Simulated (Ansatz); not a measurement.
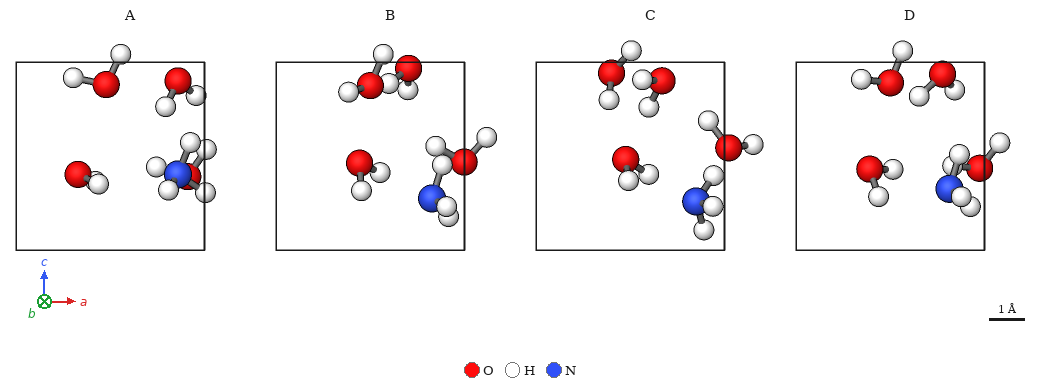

4 geometries from one relaxation of an amorphous cell of composition H11NO4, in shuffled order. Style: ball-and-stick. Shown: the cell of the calculation, along the b axis.

The cell holds 4 H2O + 1 NH3. The run prepares the start of a later molecular dynamics calculation, from a guessed geometry.

All numbers below come from DFT PBE-D3(BJ), scalar-relativistic, plane waves, PAW (Ansatz). Settings: plane-wave cutoff 420 eV; k-point mesh 1 × 1 × 1; occupations fermi dirac; smearing width 0.05 eV; no spin polarisation; atoms relaxed in a fixed cell; force threshold 0.3 eV/Å; at most 15 steps.

Question: Order the frames from highest to lowest energy.

Answer: A, D, B, C. They are steps 0, 5, 9, 14, at +3.943 eV per cell of the calculation, +1.338 eV per cell of the calculation, +0.627 eV per cell of the calculation relative to the last. The largest move is that of an H atom, 1.99 Å roughly along −a. Largest moves by element: H 1.99 Å, O 1.18 Å, N 0.96 Å. The cell stays as it was. Near-neighbour distances that change, for instance: H–O 0.969 → 1.013 Å, H–O 0.969 → 0.990 Å, H–N 1.017 → 1.029 Å. Among the angles between lasting bonds that change: H–N–H 106.3° → 101.6°, H–O–H 104.0° → 99.8°. After 14 geometry steps the energy has fallen by 3.943 eV per cell of the calculation. The largest force component goes from 1.5 to 0.19 eV/Å. The run took 19 s on 1 thread of Intel(R) Xeon(R) Platinum 8259CL CPU @ 2.50GHz (Skylake/Cascade Lake) (shared host), peak memory 0.39 GiB.

Limits of the set-up: the periodic images lie only 5.4 Å apart, so the values are limited by the cell's size.
